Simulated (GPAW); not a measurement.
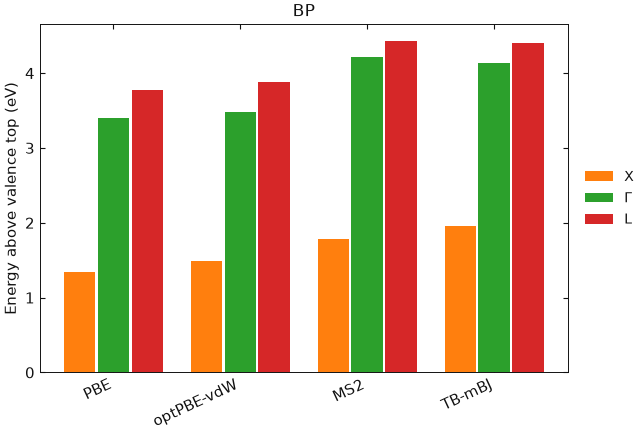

Lowest conduction level at each named k point, counted from the valence-band top at Γ, by several methods on one cell of zincblende BP, space group F-43m (No. 216), 2 atoms in the primitive cell; cubic a = 4.538 Å. All runs are without spin-orbit coupling and carry no moments. The smallest gap lies off these points.

> Does TB-mBJ shift these levels rigidly from PBE?

The shifts are +0.62 eV at X, +0.73 eV at Γ and +0.62 eV at L: a spread of 0.11 eV on a mean of 0.66 eV, so one shift describes them only roughly.

> How do the methods rank at X?

From low to high: PBE 1.34, optPBE-vdW 1.49, MS2 1.78, TB-mBJ 1.96 eV.

> Do the methods agree on which of these conduction levels is lowest?

Yes: all put it at X.

| method | program | X (eV) | Γ (eV) | L (eV) |
| --- | --- | --- | --- | --- |
| PBE | GPAW | 1.34 | 3.40 | 3.78 |
| optPBE-vdW | GPAW | 1.49 | 3.48 | 3.88 |
| MS2 | GPAW | 1.78 | 4.21 | 4.43 |
| TB-mBJ | GPAW | 1.96 | 4.13 | 4.40 |

Settings. PBE: GPAW PAW data sets (gpaw-data 1.2.1), 10×10×10 k mesh, 800 eV cutoff, Fermi-Dirac smearing of 0.05 eV (GPAW). optPBE-vdW: GPAW PAW data sets (gpaw-data 1.2.1), 10×10×10 k mesh, 800 eV cutoff, Fermi-Dirac smearing of 0.05 eV (GPAW 26.7.0). MS2: GPAW PAW data sets (gpaw-data 1.2.1), 10×10×10 k mesh, 800 eV cutoff, Fermi-Dirac smearing of 0.05 eV (GPAW 26.7.0). TB-mBJ: GPAW PAW data sets for LDA (gpaw-data 1.2.1), 10×10×10 k mesh, 800 eV cutoff, Fermi-Dirac smearing of 0.05 eV (GPAW 26.7.0).

These are four of the 7 methods that were run on this cell. LDA, GGA and most meta-GGA functionals understate gaps. optPBE-vdW, MS2 and TB-mBJ: the PAW data sets were made with another functional. TB-mBJ: this is a model potential built to give gaps, with no total energy. Over all k points computed the smallest gap is 1.24 eV in PBE, 1.39 eV in optPBE-vdW, 1.73 eV in MS2 and 1.90 eV in TB-mBJ, from the valence top at Γ to the conduction bottom at (0.4, 0.4, 0) in reduced coordinates.
